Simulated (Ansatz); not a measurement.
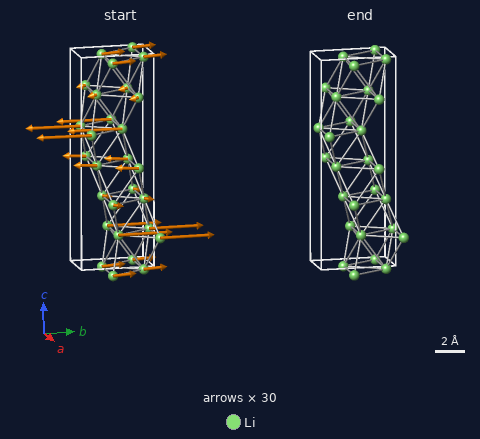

The structure of a crystal of Li (a generated structure, set up in Cc) before (left) and after (right) a relaxation, at one scale. The orange arrows give the displacements (the part carried along by the change of the cell is left out), magnified 30 times.

The picture is a ball-and-stick view of the conventional cell (2 times the calculation's cell), repeated 2 × 1 × 1 with one cell outlined, seen slightly off an axis. Lengths and directions refer to the drawn axes.

Computed with DFT PBE, scalar-relativistic, plane waves, PAW in Ansatz 0.2.0. Settings: plane-wave cutoff 420 eV; k-point mesh 14 × 14 × 4; occupations gaussian; smearing width 0.1 eV; no spin polarisation; cell and atoms relaxed; force threshold 0.01 eV/Å; at most 80 steps.

Describe what moved and what it gained.

After 5 accepted moves (7 points after the start) the energy has fallen by 0.8 meV per atom. Largest force component: 0.0035 eV/Å at the start, 0.0062 eV/Å at the end. Pressure: −0.03 GPa at the start and 0.00 GPa at the end. The line search rejected the trial step at point 3 of the run. The SCF was repeated once at an unchanged geometry on a basis and grid sized afresh for the cell, which shifted the energy by less than 0.05 meV per atom at most. The largest moves relative to the cell, 0.13 Å, are those of Li atoms. The drawn cell changes as follows: a 3.130 → 3.081 Å (−1.6 %), b 5.169 → 5.311 Å (+2.7 %), c 15.016 → 14.815 Å (−1.3 %), β 90.3° → 89.9°; the volume changes by −0.2 %. Among the contacts that change: Li–Li 3.100 → 3.038 Å, Li–Li 3.130 → 3.081 Å, Li–Li 3.022 → 3.070 Å, Li–Li 3.090 → 3.050 Å. The space group (tolerance 0.01 Å) goes from Cc (No. 9) to Cmc2_1 (No. 36). The run took 83 s on 4 threads of Arm Neoverse V1 (shared host), peak memory 0.69 GiB.
